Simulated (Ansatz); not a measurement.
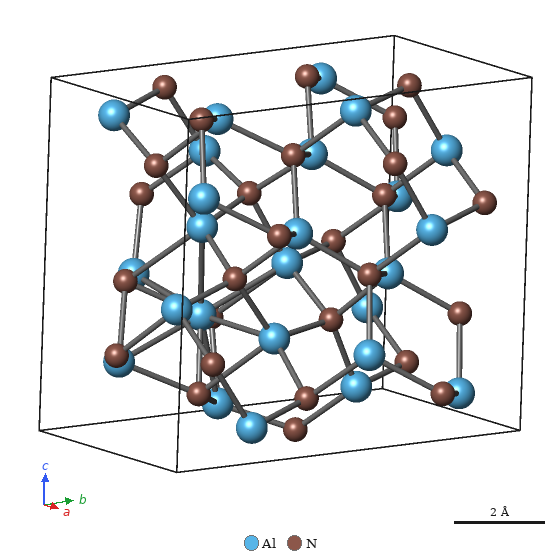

We look at a ball-and-stick model of the crystal slightly off an axis. Thin lines show the supercell, with boundary atoms drawn in all their periodic places. The host is AlN, in a cell of 48 sites, and the cell carries a charge of +1.

### Where does the cell differ from the host, and how?

An interstitial aluminium atom. It is bonded to six Al and three N (about 2.4 Å to Al, 1.9 Å to N).

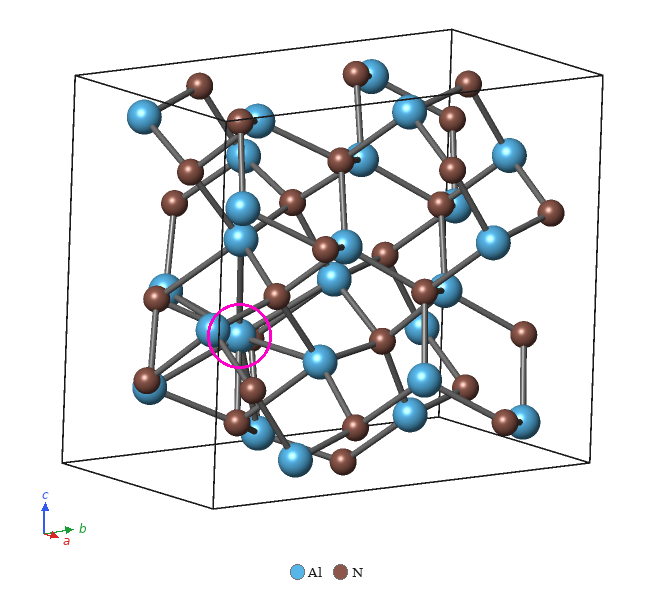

The same cell with a ring at the defect's site.

The atoms were relaxed in the host's cell with DFT PBE, scalar-relativistic, plane waves, PAW (Ansatz).
